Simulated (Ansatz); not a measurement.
## GeSi₇: a changed input and its effect

System: GeSi₇ (P1, 8 atoms in the cell).
Method of run 1: DFT r2SCAN, scalar-relativistic, plane waves, PAW, no spin polarisation (Ansatz 0.2.0).

The structure derives from a Materials Project entry. Text and figures count atoms from 1; the logs count them from 0 in places.

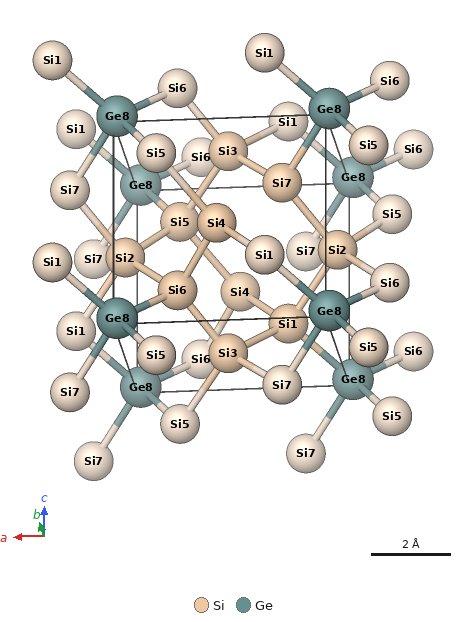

**Figure 1.** The input geometry (ball-and-stick view of the cell of the calculation, seen at an oblique angle; neighbours outside the cell are drawn fainter; atoms are numbered from 1 in the order of the input).

The input, run 1:
```yaml
crystal:
  lattice:
    - [5.46539507, 0.0, 0.0]
    - [0.0, 5.46539507, 0.0]
    - [0.0, 0.0, 5.46539507]
  atoms:
    - { symbol: Si, position: [0.258024873, 0.262200057, 0.2258101214] }
    - { symbol: Si, position: [0.0011266621, 0.4889102031, 0.5038533157] }
    - { symbol: Si, position: [0.512314746, 0.523787355, -0.0006367324] }
    - { symbol: Si, position: [0.5139505105, -0.0017819069, 0.4835519142] }
    - { symbol: Si, position: [0.7674874321, 0.2737354546, 0.7445569737] }
    - { symbol: Si, position: [0.7274231077, 0.7374655631, 0.2461433072] }
    - { symbol: Si, position: [0.2355172158, 0.7255330309, 0.764740172] }
    - { symbol: Ge, position: [-0.0158445473, -0.0098497568, 0.0319809283] }
basis:
  ecutwfc: 500
kpoints:
  mp_grid: { grid: [6, 6, 6] }
hamiltonian:
  xc: r2scan
scf:
  occupations: { method: gaussian, width: 0.05 }
output:
  forces: true
  stress: true
  eigenvalues: true
```

Command:
```bash
ansatz run input.yaml --threads 2 --pin off --max-ram 5120MiB --backend cpu --events-out ev --progress --plain --runs-dir out
```

Hardware: 2 threads of Intel Xeon (Granite Rapids), 192 GiB of memory available, shared host.

Output, shortened to warnings, some set-up lines, iterations and results (run 1):
```
Basis set: ecut = 500 eV, 4139 PW (Γ), exchange–correlation on 160×160×160 points (64 copies of the dense FFT grid, shifted against one another)
Symmetry: 1 space group operations
k-points: 112 of 216 (time reversal used)
Initial density: superposition of atomic densities (neutral atoms: chi_scale 0, normalization atom), corrected by the library's trained network
[...]
SCF iter   1: F=—  HF=-8774.940440 eV  |F-HF|=—  |Δ(HF+E_count)|=         —  Δρ=4.37e-3  dr2=3.83e-2  dr2_τ=4.79e-2  ethr=1.77e-3  ⟨swp⟩=8.0  Hψ=17911  notcnv=0  defer=4
SCF iter   2: F=—  HF=-8774.990010 eV  |F-HF|=—  |Δ(HF+E_count)|=   4.96e-2  Δρ=2.40e-3  dr2=8.45e-3  dr2_τ=6.35e-5  ethr=9.12e-5  ⟨swp⟩=2.1  Hψ=7074  notcnv=0  defer=332
SCF iter   3: F=—  HF=-8774.989154 eV  |F-HF|=—  |Δ(HF+E_count)|=   8.56e-4  Δρ=1.18e-3  dr2=1.78e-3  dr2_τ=1.84e-5  ethr=2.01e-5  ⟨swp⟩=2.0  Hψ=3476  notcnv=0  defer=220
SCF iter   4: F=—  HF=-8774.988944 eV  |F-HF|=—  |Δ(HF+E_count)|=   2.11e-4  Δρ=1.79e-4  dr2=5.34e-5  dr2_τ=3.99e-7  ethr=4.24e-6  ⟨swp⟩=3.0  Hψ=5372  notcnv=0  defer=220
SCF iter   5: F=—  HF=-8774.988956 eV  |F-HF|=—  |Δ(HF+E_count)|=   1.20e-5  Δρ=4.22e-5  dr2=3.35e-6  dr2_τ=4.67e-8  ethr=1.27e-7  ⟨swp⟩=2.0  Hψ=5029  notcnv=0  defer=220
SCF iter   6: F=—  HF=-8774.988958 eV  |F-HF|=—  |Δ(HF+E_count)|=   2.10e-6  Δρ=8.48e-6  dr2=1.45e-7  dr2_τ=1.53e-9  ethr=7.97e-9  ⟨swp⟩=2.0  Hψ=5268  notcnv=0  defer=220
SCF iter   7: F=-8774.988958 eV  HF=-8774.988958 eV  |F-HF|=2.61e-9  |Δ(HF+E_count)|=   9.98e-8  Δρ=2.16e-6  dr2=6.75e-9  dr2_τ=8.90e-11  ethr=2.38e-10  ⟨swp⟩=9.1  Hψ=13780  …
SCF 1 converged in 7 iterations: F = -8774.988958 eV  dr2 = 6.75e-9
SCF converged after 7 iterations
Free energy (F): -8774.988958 eV
Harris-Foulkes:  -8774.988958 eV  (|F-HF|=2.61e-9)
Internal energy: -8774.988895 eV  (E = F + TS)
E sigma→0 (E₀):  -8774.988926 eV
Entropy (-TS):   -0.000063 eV (-0.008 meV/atom)
Fermi energy:    6.689505 eV
--- Per-component energies (eV) ---
  E_band       = -150.152714
  E_kinetic    = 395.342428
  E_local      = -3223.766237  (includes V_loc(G=0)·N_el)
  E_nonlocal   = 596.472029
  E_hartree    = 1412.386532
  E_xc         = -430.149788
  E_vxc        = -416.832014  (∫ρ·V_xc dr)
  E_paw        = -5670.954389  (= ΣΔE_a)
  E_vpaw       = -343.646425  (= ΣTr[D̂ρ^β])
  E_aug_tail   = 0.000049  (compensation charges beyond the density's cutoff)
  E_vtau       = 17.507282  (kinetic-family band-sum trace: ∫τ·v_τ [+ j·A + Jᵃ·Aᵃ] dr)
  E_ewald      = -1852.698722
  E_core_change = -1.620797  (= ΣΔE_core)
  E_smearing   = -0.000063  (= −TS)
  E_closure    = 0.000000  (closes the sum)
  Σ components = -8774.988958   (vs F -8774.988958, Δ=0.00e0)
--- Forces (eV/Å), atoms counted from 1 ---
  atom   1  Si     0.32572959    -0.65209457     1.53656749
  atom   2  Si     0.99358019     0.96407125    -1.80836561
  atom   3  Si    -1.25654152    -2.41912952    -1.88726075
  atom   4  Si    -1.60729079     0.95354089     1.63180632
  atom   5  Si    -1.66025945    -2.44720016     1.09507918
  atom   6  Si     2.03181214     0.60310158     2.45203802
  atom   7  Si     0.41379290     2.24796873    -1.00103559
  atom   8  Ge     0.75917427     0.74974058    -2.01883078
  max |Σ_I F_I| component: 2.67e-6 eV/Å
--- Stress (GPa, compression-positive) ---
        2.437672       2.991888       0.082257
        2.991888       1.745498       1.109688
        0.082257       1.109688       2.296932
  P = ⅓ Tr σ = 2.1600 GPa (21.600 kbar)
```

For run 2 the input was changed thus:
```diff
-    - { symbol: Si, position: [0.258024873, 0.262200057, 0.2258101214] }
-    - { symbol: Si, position: [0.0011266621, 0.4889102031, 0.5038533157] }
-    - { symbol: Si, position: [0.512314746, 0.523787355, -0.0006367324] }
-    - { symbol: Si, position: [0.5139505105, -0.0017819069, 0.4835519142] }
-    - { symbol: Si, position: [0.7674874321, 0.2737354546, 0.7445569737] }
-    - { symbol: Si, position: [0.7274231077, 0.7374655631, 0.2461433072] }
-    - { symbol: Si, position: [0.2355172158, 0.7255330309, 0.764740172] }
-    - { symbol: Ge, position: [-0.0158445473, -0.0098497568, 0.0319809283] }
+    - { symbol: Si, position: [0.2506109994, 0.2525677113, 0.2522915577] }
+    - { symbol: Si, position: [-0.0028632837, 0.5038138291, 0.4952971479] }
+    - { symbol: Si, position: [0.5108550583, 0.4923162859, -0.0039640004] }
+    - { symbol: Si, position: [0.4886582621, 0.0009846507, 0.5040180515] }
+    - { symbol: Si, position: [0.739595075, 0.2569731401, 0.750855184] }
+    - { symbol: Si, position: [0.7509840656, 0.7447694523, 0.2531237476] }
+    - { symbol: Si, position: [0.2577048457, 0.7473194072, 0.7465849762] }
+    - { symbol: Ge, position: [0.0044549775, 0.0012555233, 0.0017933355] }
+  write_density: true
+  write_potential: true
+  elf: true
+  volumetric_format: npy
```

What does this change do to the results?

With the same functional and potentials, run 2 lies 148.9 meV per atom lower. The gap on the mesh goes from 0.12 to 0.49 eV. The pressure goes from 2.16 to 0.50 GPa. The largest force goes from 3.316 to 1.604 eV/Å. The SCF takes 6 iterations against 7.

Output, shortened to warnings, some set-up lines, iterations and results (run 2):
```
Basis set: ecut = 500 eV, 4139 PW (Γ), exchange–correlation on 160×160×160 points (64 copies of the dense FFT grid, shifted against one another)
Symmetry: 1 space group operations
k-points: 112 of 216 (time reversal used)
Initial density: superposition of atomic densities (neutral atoms: chi_scale 0, normalization atom), corrected by the library's trained network
[...]
SCF iter   1: F=—  HF=-8776.128889 eV  |F-HF|=—  |Δ(HF+E_count)|=         —  Δρ=4.01e-3  dr2=2.95e-2  dr2_τ=4.52e-2  ethr=1.77e-3  ⟨swp⟩=7.9  Hψ=17422  notcnv=0  defer=1
SCF iter   2: F=—  HF=-8776.181751 eV  |F-HF|=—  |Δ(HF+E_count)|=   5.29e-2  Δρ=2.15e-3  dr2=6.44e-3  dr2_τ=4.35e-5  ethr=7.03e-5  ⟨swp⟩=2.1  Hψ=7057  notcnv=0  defer=346
SCF iter   3: F=—  HF=-8776.180753 eV  |F-HF|=—  |Δ(HF+E_count)|=   9.98e-4  Δρ=1.13e-3  dr2=1.58e-3  dr2_τ=1.47e-5  ethr=1.53e-5  ⟨swp⟩=2.0  Hψ=3462  notcnv=0  defer=346
SCF iter   4: F=—  HF=-8776.180446 eV  |F-HF|=—  |Δ(HF+E_count)|=   3.07e-4  Δρ=1.21e-4  dr2=2.06e-5  dr2_τ=3.08e-7  ethr=3.77e-6  ⟨swp⟩=2.6  Hψ=4342  notcnv=0  defer=346
SCF iter   5: F=—  HF=-8776.180451 eV  |F-HF|=—  |Δ(HF+E_count)|=   4.60e-6  Δρ=2.85e-5  dr2=1.47e-6  dr2_τ=1.49e-8  ethr=4.91e-8  ⟨swp⟩=2.0  Hψ=5201  notcnv=0  defer=346
SCF iter   6: F=-8776.180451 eV  HF=-8776.180451 eV  |F-HF|=1.01e-8  |Δ(HF+E_count)|=   5.76e-7  Δρ=5.05e-6  dr2=6.02e-8  dr2_τ=5.91e-10  ethr=2.38e-10  ⟨swp⟩=12.6  Hψ=25408  …
SCF 1 converged in 6 iterations: F = -8776.180451 eV  dr2 = 6.02e-8
SCF converged after 6 iterations
Free energy (F): -8776.180451 eV
Harris-Foulkes:  -8776.180451 eV  (|F-HF|=1.01e-8)
Internal energy: -8776.180451 eV  (E = F + TS)
E sigma→0 (E₀):  -8776.180451 eV
Fermi energy:    6.702168 eV
--- Per-component energies (eV) ---
  E_band       = -148.513128
  E_kinetic    = 394.415425
  E_local      = -3212.965368  (includes V_loc(G=0)·N_el)
  E_nonlocal   = 595.559860
  E_hartree    = 1408.710695
  E_xc         = -429.930315
  E_vxc        = -416.510974  (∫ρ·V_xc dr)
  E_paw        = -5671.034486  (= ΣΔE_a)
  E_vpaw       = -343.882184  (= ΣTr[D̂ρ^β])
  E_aug_tail   = 0.000039  (compensation charges beyond the density's cutoff)
  E_vtau       = 17.450150  (kinetic-family band-sum trace: ∫τ·v_τ [+ j·A + Jᵃ·Aᵃ] dr)
  E_ewald      = -1859.315505
  E_core_change = -1.620797  (= ΣΔE_core)
  E_smearing   = -0.000000  (= −TS)
  E_closure    = 0.000000  (closes the sum)
  Σ components = -8776.180451   (vs F -8776.180451, Δ=0.00e0)
--- Forces (eV/Å), atoms counted from 1 ---
  atom   1  Si     0.13130631     0.25151184    -0.07009912
  atom   2  Si     0.25026919    -0.31786027     0.59652814
  atom   3  Si    -0.98469589     0.86536465     0.79692839
  atom   4  Si     0.86214384     0.01915161    -0.42330800
  atom   5  Si     1.05185369    -0.88784016    -0.82390199
  atom   6  Si    -0.49033501     0.61509069    -0.13326103
  atom   7  Si    -0.46001767    -0.42098256     0.35577376
  atom   8  Ge    -0.36052532    -0.12443411    -0.29865489
  max |Σ_I F_I| component: 5.25e-6 eV/Å
--- Stress (GPa, compression-positive) ---
        0.352763      -0.431535      -0.317335
       -0.431535       0.545301       0.237628
       -0.317335       0.237628       0.588126
  P = ⅓ Tr σ = 0.4954 GPa (4.954 kbar)
```

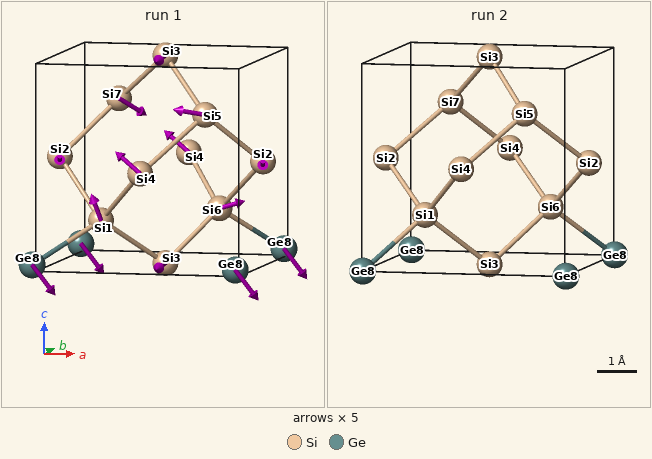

**Figure 2.** The two input geometries at one scale (ball-and-stick view of the cell of the calculation, seen slightly off an axis). The pink arrows on the first give the shifts of the atoms relative to the cell, with their mean removed, magnified 5 times. Ge8 moves most: 0.21 Å. Largest moves by element: Ge 0.21 Å, Si 0.20 Å. (The mean shift of all atoms is removed.) The lattice vectors keep their values. Among the contacts that change: Si4–Si7 2.627 → 2.296 Å, Si3–Si6 2.137 → 2.367 Å, Si2–Si5 2.178 → 2.398 Å, Si4–Si6 2.253 → 2.428 Å.

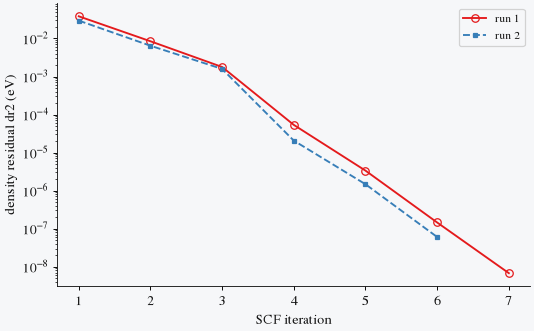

**Figure 3.** Convergence of the two runs: density residual dr2 against the SCF iteration. Run 1 takes 7 iterations in all, and run 2 takes 6.

The two runs side by side:

| quantity | run 1 | run 2 |
| --- | --- | --- |
| outcome | converged | converged |
| free energy per atom (eV) | −1096.8736 | −1097.0226 |
| gap on the mesh (eV) | 0.12 | 0.49 |
| pressure (GPa) | 2.16 | 0.50 |
| largest force (eV/Å) | 3.316 | 1.604 |
| SCF iterations | 7 | 6 |
| irreducible k-points | 112 | 112 |
| plane waves at Γ | 4139 | 4139 |
| wall time (shared host) | 23 s | 28 s |
